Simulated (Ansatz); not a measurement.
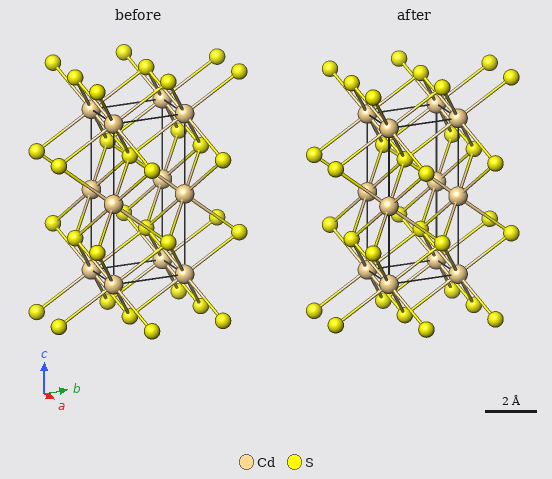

The structure of a crystal of CdS (built on the NiAs type) before (left) and after (right) a relaxation, at one scale.

A ball-and-stick model of the cell of the calculation, seen slightly off an axis.

All numbers below come from DFT, LDA, plane waves, PAW (Ansatz 0.2.0).

Input file:
```yaml
crystal:
  lattice:
    - [3.877028635, 0.0, 0.0]
    - [-1.9385143175, 3.3576052891, 0.0]
    - [0.0, 0.0, 6.4776817259]
  atoms:
    - { symbol: Cd, position: [0.0, 0.0, 0.0] }
    - { symbol: Cd, position: [0.0, 0.0, 0.5] }
    - { symbol: S, position: [0.3333333333, 0.6666666667, 0.25] }
    - { symbol: S, position: [0.6666666667, 0.3333333333, 0.75] }
kpoints:
  mp_grid: { grid: [12, 12, 4] }
hamiltonian:
  xc: lda
scf:
  occupations: { method: fermi_dirac, width: 0.02 }
relax:
  f_tol: 0.005
  cell: {}
```

Launched with:
```bash
ansatz run input.yaml --threads 2 --pin off --max-ram 2211MiB --backend cpu --events-out ev --progress --plain --runs-dir out
```

### Summarise the run.

No atom moves by more than 0.005 Å relative to the cell. Cell: a = b 3.877 → 3.772 Å (−2.7 %), c 6.478 → 6.288 Å (−2.9 %). Volume −8.1 %. Some distances before and after: Cd1–S3 2.763 → 2.686 Å. The space group stays P6_3/mmc (No. 194). After 4 accepted moves (5 points after the start) the energy has fallen by 0.148 eV per cell of the calculation. All forces vanish by symmetry, so only the cell relaxes. Pressure: −6.34 GPa at the start and 0.00 GPa at the end. The SCF was repeated once at an unchanged geometry on a basis and grid sized afresh for the cell, which shifted the energy by 1.1 meV per cell of the calculation at most.
